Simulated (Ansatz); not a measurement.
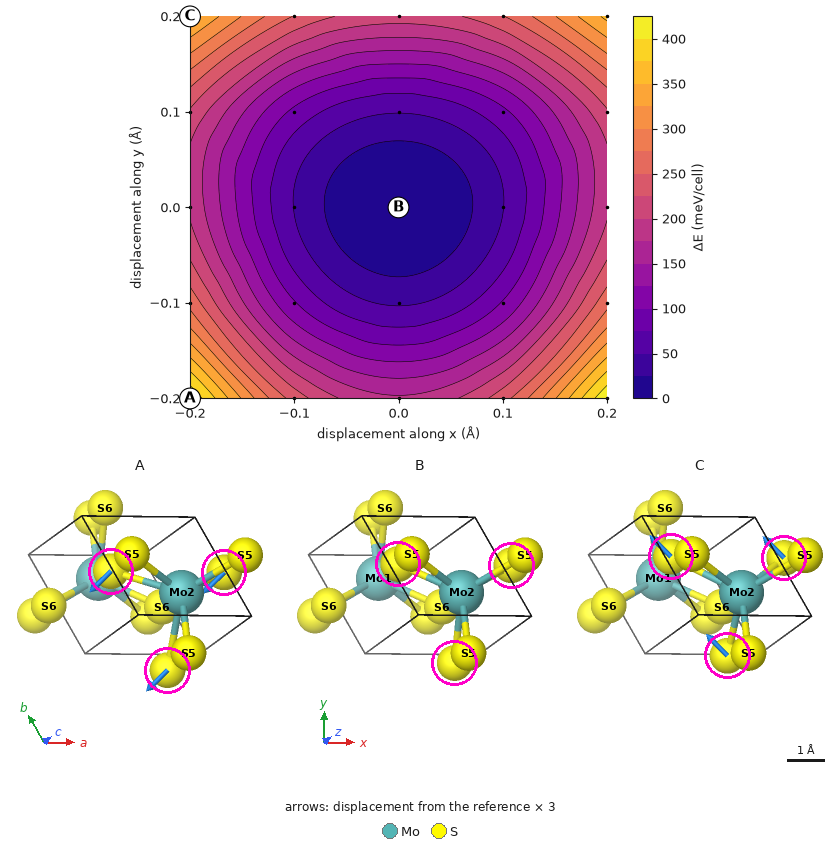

Solid MoS2 (P6_3/mmc): an S atom (one in each cell of 6 atoms) is moved over the plane of the Cartesian directions x and y, all else fixed. The map is interpolated between the computed points (dots). The lettered frames are marked on it. Style: ball-and-stick. Shown: the cell of the calculation, nearly along the normal of the scanned plane. The ringed atoms are those of the scanned coordinates. Blue arrows: displacements from the reference.

The calculation used DFT PBE+D3(BJ), scalar-relativistic, plane waves, PAW (Ansatz 0.2.0). (plane-wave cutoff 420 eV; k-point mesh 12 × 12 × 4; occupations gaussian; smearing width 0.05 eV; no spin polarisation). Energies (free energies at the smearing named) are counted from the relaxed crystal.

What does the map show?

In pairs of (displacement along x (Å); displacement along y (Å)): the lowest computed point lies at (0.00, 0.00) (0 meV/cell), the highest at (−0.20, −0.20), (0.20, −0.20) (422 meV/cell).  Over the ranges scanned the energy rises by about as much along both axes. The frames lie at A (−0.20, −0.20): 422 meV/cell, B (0.00, 0.00): 0 meV/cell, C (−0.20, 0.20): 357 meV/cell.
